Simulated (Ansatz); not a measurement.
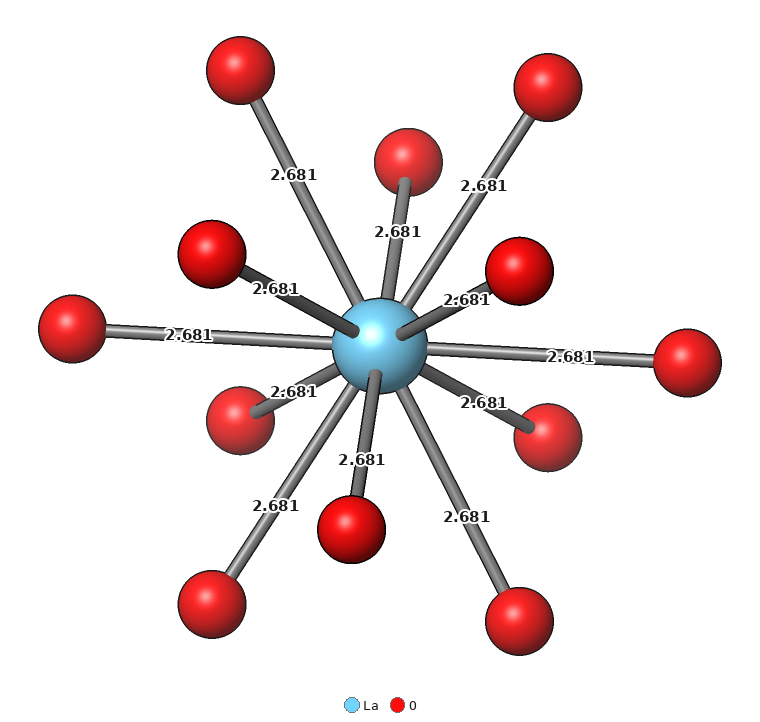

The surroundings of site La1 (at 0.000, 0.000, 0.000) in LaAlO3 in space group Pm-3m, with bond lengths in Å.

Origin of the cell: a calculation's input that goes back to an entry of the Crystallography Open Database (an earlier step may have relaxed or displaced it).

```
CELL_PARAMETERS angstrom
3.79130 0.00000 0.00000
0.00000 3.79130 0.00000
0.00000 0.00000 3.79130
ATOMIC_POSITIONS crystal
La 0.00000 0.00000 0.00000
Al 0.50000 0.50000 0.50000
O 0.00000 0.50000 0.50000
O 0.50000 0.00000 0.50000
O 0.50000 0.50000 0.00000
```

Bond valence s = exp((R0 − d)/b), R0 fitted to published crystal structures with b = 0.37 Å; R0 in Å: La3+–O 2.164.

Question: Calculate the bond-valence sum of La1 from the bonds drawn.

Answer: 12 × 0.247 = 2.97 v.u., against a formal valence of 3: a close match.

Further R0 (Å): Al3+–O 1.637.

Question: And over the whole structure?

Answer:
```
site              x, y, z  formal valence  bond-valence sum  difference
 La1  0.000, 0.000, 0.000              +3              3.00        0.00
 Al1  0.500, 0.500, 0.500              +3              3.00        0.00
  O1  0.000, 0.500, 0.500              −2              2.00        0.00
```

These sums include all anions within 5 Å. The global instability index (root mean square of the differences over all atoms) is 0.00 v.u.: little strain. The cell was not relaxed for this table, and a volume that is off by a few per cent shifts all sums together.
